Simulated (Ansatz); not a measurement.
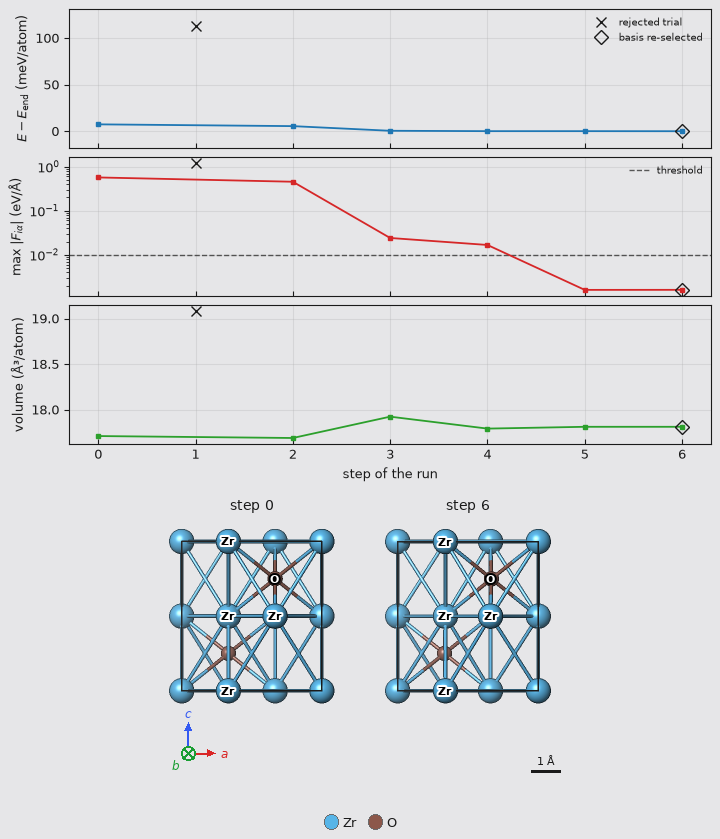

First and last geometry of a relaxation of solid Zr$_{3}$O (set up in P6_322), with the history of the run. The picture is a ball-and-stick view of the cell of the calculation, seen along the b axis.

Case: dispersion relaxed: r2SCAN, rVV10.

These are results of DFT r2SCAN+rVV10, scalar-relativistic, plane waves, PAW (Ansatz), not measurements. Settings: plane-wave cutoff 500 eV; k-point mesh 6 × 6 × 8; occupations gaussian; smearing width 0.1 eV; no spin polarisation; cell and atoms relaxed; force threshold 0.01 eV/Å; at most 60 steps.

Question: Read the history and describe the run.

Answer: It converged. The energy falls by 7.4 meV per atom in 4 accepted moves (6 points after the start). Largest force component: 0.57 eV/Å at the start, 0.0016 eV/Å at the end. The pressure goes from 0.12 to 0.00 GPa. The line search rejected the trial step at point 1 of the run. At 1 point the geometry stayed and the basis and grid were re-selected for the new cell (energy shift of 0.1 meV per atom at most each time). The largest moves relative to the cell, 0.035 Å, are those of Zr atoms. O stays in place. The drawn cell changes as follows: a = b 5.617 → 5.636 Å (+0.3 %), c 5.185 → 5.180 Å (−0.1 %); the volume changes by +0.6 %. Some distances before and after: Zr–Zr 3.243 → 3.314 Å, Zr–Zr 3.198 → 3.159 Å, Zr–Zr 3.198 → 3.220 Å, Zr–Zr 3.243 → 3.224 Å. The space group stays P6_322 (No. 182). The run took 3.5 min on 2 threads of Intel(R) Xeon(R) Processor @ 2.70GHz, on a shared host, peak memory 0.97 GiB.
